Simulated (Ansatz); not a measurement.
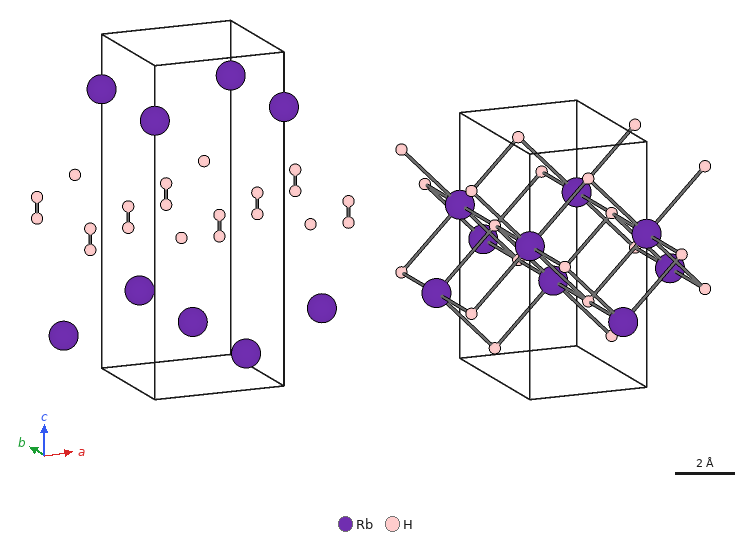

Two geometries of a crystal of RbH2 (a generated structure, set up in Pmmn), drawn at one scale. One is the start of a relaxation, the other its converged end. Style: ball-and-stick. Shown: the cell of the calculation, slightly off an axis.

Method: Ansatz, DFT PBE, scalar-relativistic, plane waves, PAW. Settings: plane-wave cutoff 420 eV; k-point mesh 10 × 6 × 6; occupations gaussian; smearing width 0.1 eV; no spin polarisation; cell and atoms relaxed; force threshold 0.01 eV/Å; at most 80 steps.

### Which one is relaxed?

The left one is the relaxed one. After 44 accepted moves (47 points after the start) the energy has fallen by 868 meV per atom. Largest force component: 0.35 eV/Å at the start, 0.0049 eV/Å at the end. The pressure goes from −0.85 to 0.00 GPa. The line search rejected the trial step at point 12 of the run. At 2 points the geometry stayed and the basis and grid were re-selected for the new cell (energy shift of 6.5 meV per atom at most each time). The largest moves relative to the cell, 4.03 Å, are those of H atoms. By element the largest moves are H 4.03 Å, Rb 2.47 Å. Cell: a 4.329 → 4.786 Å (+10.6 %), b 6.121 → 4.659 Å (−23.9 %), c 8.657 → 11.774 Å (+36.0 %). Volume +14.4 %. Near-neighbour distances that change, for instance: H–H 4.329 → 0.755 Å, H–Rb 3.061 → 4.935 Å, H–Rb 3.061 → 4.290 Å, H–Rb 3.061 → 4.267 Å. New bonds form: H–H (4.33 → 0.76 Å). The space group stays Pmmn (No. 59). Cost: 14 min on 1 thread of Arm Neoverse V2 (shared host), peak memory 0.66 GiB.
